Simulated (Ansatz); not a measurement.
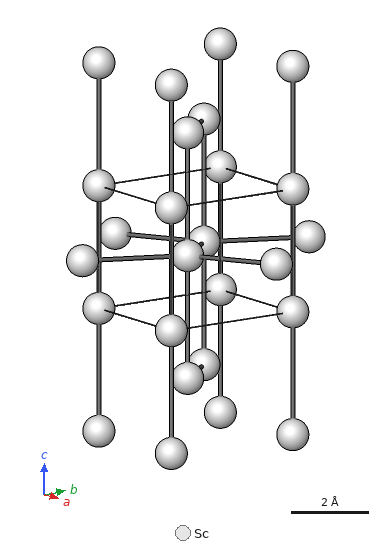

A ball-and-stick picture of a crystal structure, seen slightly off an axis. The frame is the conventional unit cell; atoms at its boundary are shown with their periodic copies. Atoms outside the box are added where they are bonded to one inside.

Sc, ω phase (AlB₂-like), space group P6/mmm (No. 191), a = 5.121 Å, b = 5.121 Å, c = 3.233 Å, α = 90.00°, β = 90.00°, γ = 120.00°. The cell started as a structure listed in the Materials Project. Earlier steps of the study may have refined or changed the cell and positions. It went into a calculation with Ansatz.

This one geometry was computed with Ansatz (DFT, plane waves, PAW) at three levels of theory: PBE, LDA and r2SCAN.

Which level gives the highest pressure at this volume, and what does that say about its equilibrium volume?

Highest: PBE (0.0 GPa) and r2SCAN (0.4 GPa), which points to the largest equilibrium volume. Lowest, with the smallest volume: LDA (-4.8 GPa). Levels within 0.5 GPa of each other can't be told apart.

How does the band gap change with the level of theory?

All levels give a metal.

Collect the results in a table.

| level | cutoff (eV) | k-mesh of the run's cell | gap (eV) | pressure (GPa) |
| --- | --- | --- | --- | --- |
| PBE | 420 | 10×10×14 | metal | 0.0 |
| LDA | 420 | 10×10×14 | metal | -4.8 |
| r2SCAN | 500 | 10×10×14 | metal | 0.4 |

Gaps are taken on the k-mesh or band path of each run.
